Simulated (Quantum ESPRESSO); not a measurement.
# Al: geometry relaxation

The run: geometry relaxation of Al (P-1, 2 atoms in the cell). Method and program: Kohn-Sham DFT of a periodic cell, SOGGA, Ansatz NC SR PBE, no spin polarisation (Quantum ESPRESSO 7.5).

The structure derives from a Materials Project entry.

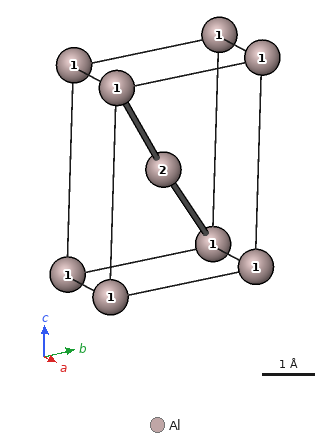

*The input geometry (ball-and-stick view of the cell of the calculation, set on other vectors, seen slightly off an axis; atoms are numbered from 1 in the order of the input). An atom can appear more than once, as a periodic image.*

Near neighbours in the periodic cell (some may lie outside the picture): Al has 2 Al at 2.44 to 2.49 Å.

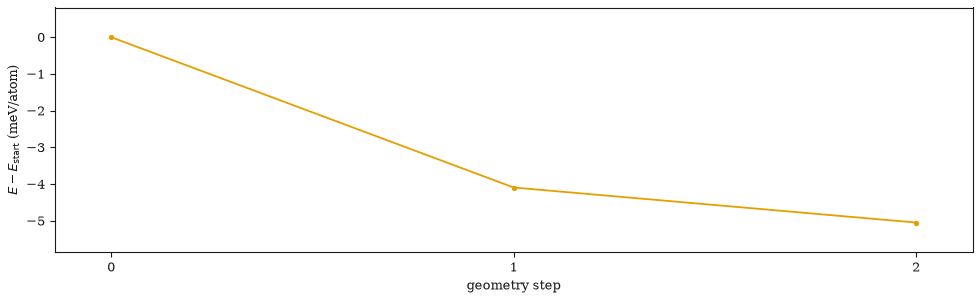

*Progress of the relaxation, step by step (steps are counted from 0).*

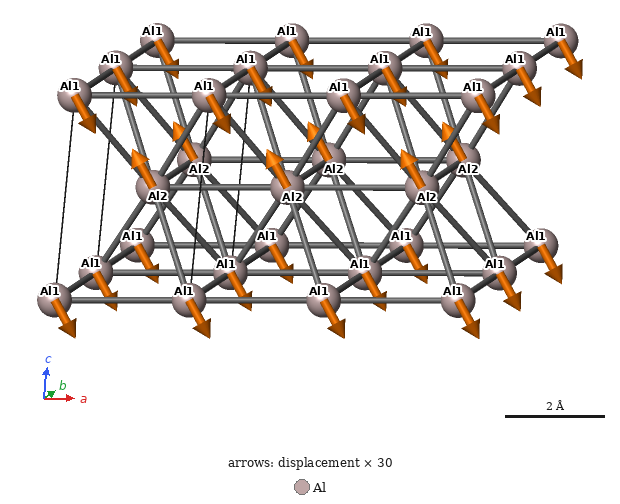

*The starting structure with the displacements as orange arrows, magnified 30 times (ball-and-stick view of the cell of the calculation, set on other vectors, repeated 3 × 2 × 1, seen at an oblique angle).*

The energy falls by 5.0 meV per atom in 2 geometry steps. The largest force component goes from 0.35 to 0.0056 eV/Å. The largest moves, 0.030 Å, are those of Al1 and Al2. The cell doesn't change. Among the contacts that change: Al1–Al2 2.742 → 2.794 Å. The space group stays P-1 (No. 2). (Atoms are counted from 1 in the order of the input.)

The input that produced these results follows, with the program's output.

**The input**
```python
import numpy as np
from ase.calculators.espresso import Espresso, EspressoProfile
from ase.io import read

atoms = read('Al.xyz')

input_data = {
    'control': {'calculation': 'scf', 'prefix': 'pwscf', 'outdir': './tmp', 'tprnfor': True, 'tstress': True, 'disk_io': 'low'},
    'system': {'ecutwfc': 40.0, 'nbnd': 8, 'input_dft': 'XC-000I-000I-150L-130L-000I-000I', 'occupations': 'smearing', 'smearing': 'mv', 'degauss': 0.00734986},
    'electrons': {'conv_thr': 4e-10, 'electron_maxstep': 120, 'mixing_beta': 0.5},
}
pseudopotentials = {'Al': 'Al.upf'}
profile = EspressoProfile(command='pw.x', pseudo_dir='pseudo')
dft = Espresso(profile=profile, input_data=input_data, pseudopotentials=pseudopotentials, kpts=(10, 10, 7), koffset=(0, 0, 0))
atoms.calc = dft

from ase.optimize import BFGSLineSearch
done = BFGSLineSearch(atoms, trajectory='opt.traj').run(fmax=0.02, steps=30)
print('converged', done)
print(f'energy {atoms.get_potential_energy():.8f} eV')
print('forces (eV/A)')
print(np.round(atoms.get_forces(), 6))
print('stress (eV/A^3, Voigt)')
print(np.round(atoms.get_stress(), 8))
print(f'Fermi level {dft.get_fermi_level():.4f} eV')
```

**File Al.xyz**
```
2
Lattice="-1.4063174600 1.8857434000 1.6638188300 1.5025265500 -1.6837595700 1.5580441000 2.6055416700 3.2662006400 0.2981929100" Properties=species:S:1:pos:R:3 pbc="T T T"
Al     0.0163249048      0.0270950386      0.0198075783
Al     1.3345504752      1.7069971964      1.7402203417
```

Command:
```bash
OMP_NUM_THREADS=1 python run.py
```

**Output**
```
Step[ FC]          Energy          fmax
BFGSLineSearch:    0[  0]     -328.176741       0.4548
BFGSLineSearch:    1[  2]     -328.184928       0.0952
BFGSLineSearch:    2[  4]     -328.186837       0.0056
converged True
energy -328.18683682 eV
forces (eV/A)
[[-0.000562 -0.005584  0.000593]
 [ 0.000562  0.005584 -0.000593]]
stress (eV/A^3, Voigt)
[-0.0685625  -0.10280427 -0.05737751  0.06213448  0.04881201 -0.05648138]
Fermi level 8.7417 eV
```

**Trajectory as extended XYZ (Å, eV, eV/Å), 3 frames, from step=0 to step=2**
```
2
Lattice="-1.4063 1.8857 1.6638 1.5025 -1.6838 1.5580 2.6055 3.2662 0.2982" Properties=species:S:1:pos:R:3:forces:R:3 step=0 energy=-328.17674
Al    0.0163    0.0271    0.0198   -0.3455  -0.2663   0.1286
Al    1.3345    1.7070    1.7402    0.3455   0.2663  -0.1286
2
Lattice="-1.4063 1.8857 1.6638 1.5025 -1.6838 1.5580 2.6055 3.2662 0.2982" Properties=species:S:1:pos:R:3:forces:R:3 step=1 energy=-328.18493
Al    0.0026    0.0165    0.0249   -0.0408   0.0130  -0.0851
Al    1.3483    1.7176    1.7351    0.0408  -0.0130   0.0851
2
Lattice="-1.4063 1.8857 1.6638 1.5025 -1.6838 1.5580 2.6055 3.2662 0.2982" Properties=species:S:1:pos:R:3:forces:R:3 step=2 energy=-328.18684
Al   -0.0093    0.0167    0.0081   -0.0006  -0.0056   0.0006
Al    1.3602    1.7174    1.7519    0.0006   0.0056  -0.0006
```

**Key numbers**

| quantity | value |
| --- | --- |
| outcome | converged |
| space group (tolerance 0.01 Å) | P-1 (2) |
| electrons treated | 6 |
| free energy | −328.1869 eV |
| Fermi energy | 8.742 eV |
| gap on the k-point mesh | none (metallic) |
| pressure | 12.22 GPa |
| final volume | 30.14 Å³ |
| largest force (length of the vector) at the end | 0.006 eV/Å |
| final cell | a = 2.881 Å, b = 2.742 Å, c = 4.189 Å, α = 95.60°, β = 75.65°, γ = 109.95° |
| hardware | 1 thread of Intel Xeon (Sapphire Rapids), 16 GiB of memory available, shared host |
| wall time | 1.9 min |
| peak memory | 0.08 GiB |

**Notes**

Further notes kept with the run: potentials made for another functional; SOGGA exchange with the correlation of PBE. Points of doubt noted for this run: potentials made for another functional; sogga exchange with the correlation of pbe. The cell is under a pressure of 12.2 GPa at this level, so it is not at its equilibrium volume.
